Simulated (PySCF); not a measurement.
# C$_{4}$H$_{6}$ (charge +1): single-point calculation

The run: single-point calculation of C$_{4}$H$_{6}$, charge +1, multiplicity 2. Method and program: BHLYP/cc-pVDZ, UKS (PySCF 2.14.0).

The geometry is that of the parent species in another charge or spin state. The geometry comes from this level: PBE0-D4/def2-TZVP.

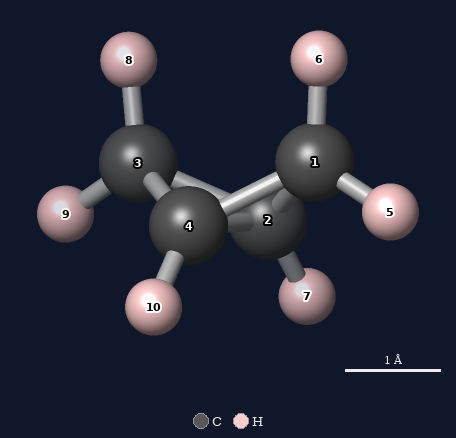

Fig. 1: The structure as given in the input (ball-and-stick view, seen at a tilt; atoms are numbered from 1 in the order of the input). Bond lengths as drawn: C–C 1.48 to 1.49 Å and C–H 1.08 to 1.09 Å.

Key numbers

- outcome: converged
- total energy: −155.515998 hartree
- basis functions: 86
- ⟨S²⟩: 0.764
- hardware: 1 thread of Arm Neoverse V2, 24 GiB of memory available, shared host
- wall time: 33 s
- peak memory: 0.45 GiB

Notes

The record of the run, not the program, notes: dipole of an ion depends on the origin; logged alpha LUMO and gap are faulty.

The input (run.py)
```python
from pyscf import gto, dft

molecule = gto.M(
    atom='''
C     -0.500360     0.926240    -0.506260
C     -0.480080    -0.553570    -0.339790
C      0.234320    -0.614330     0.965540
C      0.762290     0.222750    -0.147350
H     -0.581140     1.306650    -1.520300
H     -0.999060     1.537560     0.247130
H     -0.700790    -1.335320    -1.047900
H     -0.206710    -0.123920     1.834450
H      0.771970    -1.530770     1.190450
H      1.699560     0.164700    -0.675970
''',
    spin=1,
    charge=1,
    basis='cc-pvdz',
    max_memory=1860,
    verbose=4,
)

mf = dft.UKS(molecule, xc='bhandhlyp')
mf.conv_tol = 1e-10
mf.grids.level = 5
mf.kernel()
if not mf.converged:
    mf = mf.newton().run(mf.mo_coeff, mf.mo_occ)

e_final = mf.e_tot
print('Final energy', e_final)
```

Command:
```bash
OMP_NUM_THREADS=1 python run.py
```

Log
```
PySCF version 2.14.0

[INPUT] num. atoms = 10
[INPUT] num. electrons = 29
[INPUT] charge = 1
[INPUT] spin (= nelec alpha-beta = 2S) = 1
[INPUT] symmetry False subgroup None
[INPUT] Mole.unit = angstrom
[INPUT] Symbol           X                Y                Z      unit          X                Y                Z       unit  Magmom
[INPUT]  1 C     -0.500360000000   0.926240000000  -0.506260000000 AA   -0.945543363687   1.750339925617  -0.956692747822 Bohr   0.0
[INPUT]  2 C     -0.480080000000  -0.553570000000  -0.339790000000 AA   -0.907219717881  -1.046095690775  -0.642110039866 Bohr   0.0
[INPUT]  3 C      0.234320000000  -0.614330000000   0.965540000000 AA    0.442800625508  -1.160915450104   1.824606162313 Bohr   0.0
[INPUT]  4 C      0.762290000000   0.222750000000  -0.147350000000 AA    1.440519327495   0.420936494247  -0.278451144455 Bohr   0.0
[INPUT]  5 H     -0.581140000000   1.306650000000  -1.520300000000 AA   -1.098195440030   2.469210640663  -2.872950627176 Bohr   0.0
[INPUT]  6 H     -0.999060000000   1.537560000000   0.247130000000 AA   -1.887949782008   2.905567300086   0.467008017164 Bohr   0.0
[INPUT]  7 H     -0.700790000000  -1.335320000000  -1.047900000000 AA   -1.324301170834  -2.523389088654  -1.980244005932 Bohr   0.0
[INPUT]  8 H     -0.206710000000  -0.123920000000   1.834450000000 AA   -0.390625287209  -0.234174861356   3.466608089208 Bohr   0.0
[INPUT]  9 H      0.771970000000  -1.530770000000   1.190450000000 AA    1.458811876380  -2.892736059700   2.249624464988 Bohr   0.0
[INPUT] 10 H      1.699560000000   0.164700000000  -0.675970000000 AA    3.211702932266   0.311237892716  -1.277398168422 Bohr   0.0

nuclear repulsion = 116.967317465134
number of shells = 38
number of NR pGTOs = 146
number of NR cGTOs = 86
basis = cc-pvdz
ecp = {}

******** <class 'pyscf.dft.uks.UKS'> ********
method = UKS
initial guess = minao
damping factor = 0
level_shift factor = 0
DIIS = <class 'pyscf.scf.diis.CDIIS'>
diis_start_cycle = 1
diis_space = 8
diis_damp = 0
SCF conv_tol = 1e-10
SCF conv_tol_grad = None
SCF max_cycles = 50
direct_scf = True
direct_scf_tol = 1e-13
number electrons alpha = 15  beta = 14
XC library pyscf.dft.libxc version 7.0.0
    S. Lehtola, C. Steigemann, M. J.T. Oliveira, and M. A.L. Marques.,  SoftwareX 7, 1–5 (2018)
XC functionals = bhandhlyp
    Defined through Gaussian implementation.
radial grids:
    Treutler-Ahlrichs [JCP 102, 346 (1995); DOI:10.1063/1.469408] (M4) radial grids

becke partition: Becke, JCP 88, 2547 (1988); DOI:10.1063/1.454033
pruning grids: <function nwchem_prune>
grids dens level: 5
symmetrized grids: False
atomic radii adjust function: <function treutler_atomic_radii_adjust>
small_rho_cutoff = 0
Set gradient conv threshold to 1e-05
tot grids = 313152
init E= -156.786519885287
  alpha nocc = 15  HOMO = -0.274754057768453  LUMO = 0.0541327437154711
  beta  nocc = 14  HOMO = -0.361256232379366  LUMO = -0.274754057768452

WARN: HOMO -0.274754057768453 >= LUMO -0.274754057768452

cycle= 1 E= -155.478613267158  delta_E= 1.31  |g|= 0.226  |ddm|= 2.04
  alpha nocc = 15  HOMO = -0.642553779174178  LUMO = -0.125056070827898
  beta  nocc = 14  HOMO = -0.676789463866829  LUMO = -0.442390060018338
  HOMO = -0.642553779174  LUMO = -0.442390060018  gap/eV = 5.44673
cycle= 2 E= -155.49956337138  delta_E= -0.021  |g|= 0.174  |ddm|= 0.399
  alpha nocc = 15  HOMO = -0.594698530765905  LUMO = -0.0916051261397426
  beta  nocc = 14  HOMO = -0.629959059959583  LUMO = -0.383269777403499
  HOMO = -0.594698530766  LUMO = -0.383269777403  gap/eV = 5.75327
cycle= 3 E= -155.51496366548  delta_E= -0.0154  |g|= 0.0338  |ddm|= 0.141
  alpha nocc = 15  HOMO = -0.597138169392547  LUMO = -0.0902625249723679
  beta  nocc = 14  HOMO = -0.629451408864588  LUMO = -0.377672740804379
  HOMO = -0.597138169393  LUMO = -0.377672740804  gap/eV = 5.97196
cycle= 4 E= -155.515825133634  delta_E= -0.000861  |g|= 0.0108  |ddm|= 0.0429
  alpha nocc = 15  HOMO = -0.600120989221551  LUMO = -0.0906380429635663
  beta  nocc = 14  HOMO = -0.632877144270659  LUMO = -0.378276633172686
  HOMO = -0.600120989222  LUMO = -0.378276633173  gap/eV = 6.03669
cycle= 5 E= -155.515941912625  delta_E= -0.000117  |g|= 0.00524  |ddm|= 0.0131
  alpha nocc = 15  HOMO = -0.600887600955348  LUMO = -0.0907076474256634
  beta  nocc = 14  HOMO = -0.632738444288912  LUMO = -0.37713487091489
  HOMO = -0.600887600955  LUMO = -0.377134870915  gap/eV = 6.08862
cycle= 6 E= -155.515991118876  delta_E= -4.92e-05  |g|= 0.00166  |ddm|= 0.0109
  alpha nocc = 15  HOMO = -0.601157443626414  LUMO = -0.0907034311089845
  beta  nocc = 14  HOMO = -0.632966756744715  LUMO = -0.37672484557257
  HOMO = -0.601157443626  LUMO = -0.376724845573  gap/eV = 6.10712
cycle= 7 E= -155.515997969856  delta_E= -6.85e-06  |g|= 0.000362  |ddm|= 0.0057
  alpha nocc = 15  HOMO = -0.601145161222667  LUMO = -0.0906951795288968
  beta  nocc = 14  HOMO = -0.632956304313372  LUMO = -0.376723618469837
  HOMO = -0.601145161223  LUMO = -0.37672361847  gap/eV = 6.10682
cycle= 8 E= -155.515998211626  delta_E= -2.42e-07  |g|= 0.000112  |ddm|= 0.00105
  alpha nocc = 15  HOMO = -0.601142874066753  LUMO = -0.0906860586106117
  beta  nocc = 14  HOMO = -0.632950739438244  LUMO = -0.376736701218651
  HOMO = -0.601142874067  LUMO = -0.376736701219  gap/eV = 6.10640
cycle= 9 E= -155.515998232121  delta_E= -2.05e-08  |g|= 3.76e-05  |ddm|= 0.000249
  alpha nocc = 15  HOMO = -0.60114086822935  LUMO = -0.0906879536069454
  beta  nocc = 14  HOMO = -0.632950558593254  LUMO = -0.376737531094147
  HOMO = -0.601140868229  LUMO = -0.376737531094  gap/eV = 6.10633
cycle= 10 E= -155.515998234539  delta_E= -2.42e-09  |g|= 1.16e-05  |ddm|= 8.04e-05
  alpha nocc = 15  HOMO = -0.60114256071815  LUMO = -0.0906875225633823
  beta  nocc = 14  HOMO = -0.632951346289323  LUMO = -0.376738218671065
  HOMO = -0.601142560718  LUMO = -0.376738218671  gap/eV = 6.10635
cycle= 11 E= -155.51599823481  delta_E= -2.71e-10  |g|= 3.44e-06  |ddm|= 2.97e-05
  alpha nocc = 15  HOMO = -0.601141946133177  LUMO = -0.0906874186904587
  beta  nocc = 14  HOMO = -0.632950808230669  LUMO = -0.376737610509728
  HOMO = -0.601141946133  LUMO = -0.37673761051  gap/eV = 6.10635
cycle= 12 E= -155.515998234828  delta_E= -1.83e-11  |g|= 2.03e-06  |ddm|= 8.43e-06
  alpha nocc = 15  HOMO = -0.601142499699859  LUMO = -0.0906876233781673
  beta  nocc = 14  HOMO = -0.632951395255088  LUMO = -0.37673819726755
  HOMO = -0.6011424997  LUMO = -0.376738197268  gap/eV = 6.10635
```

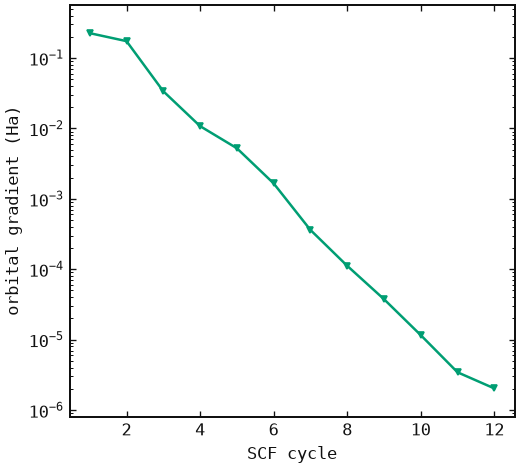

Fig. 2: Convergence of the self-consistent field: orbital gradient against the SCF cycle. The residual falls at every step.

```
Extra cycle  E= -155.515998234832  delta_E= -3.18e-12  |g|= 1.91e-06  |ddm|= 3.02e-06
converged SCF energy = -155.515998234832  <S^2> = 0.76415605  2S+1 = 2.0141063
Final energy -155.51599823483156
```
